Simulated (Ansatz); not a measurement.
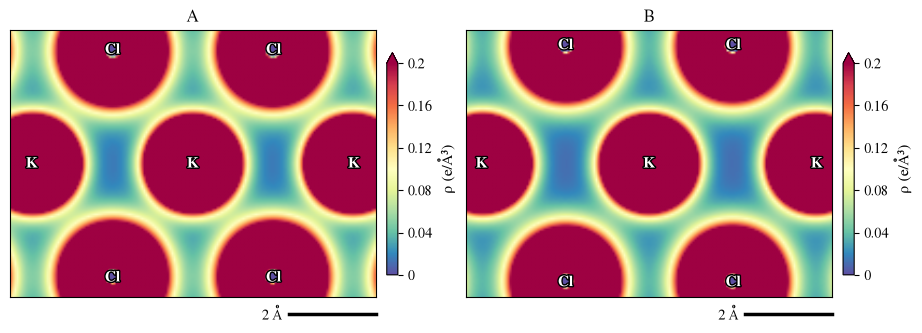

KCl. The valence charge density (pseudo) of two cells that differ in size, on the (101̄) plane of each (indices in the axes of the calculation cell), at one length scale and on one colour scale; one has 25.2 and the other 28.4 Å³ an atom.

Computed with DFT r2SCAN, scalar-relativistic, plane waves, PAW in Ansatz 0.2.0.

The density is the valence pseudo-density of a PAW calculation; it isn't the true density close to the nuclei.

Which panel shows the smaller cell, and what does the compression change?

Panel A is the smaller cell, by 11 % in volume. From the larger cell to the smaller, K–Cl goes from 3.33 to 3.20 Å, and the density at its midpoint from 0.06 to 0.08 e/Å³; the pressure goes from −1.1 to 1.7 GPa; the Kohn–Sham gap goes from 5.5 eV to 6.1 eV.
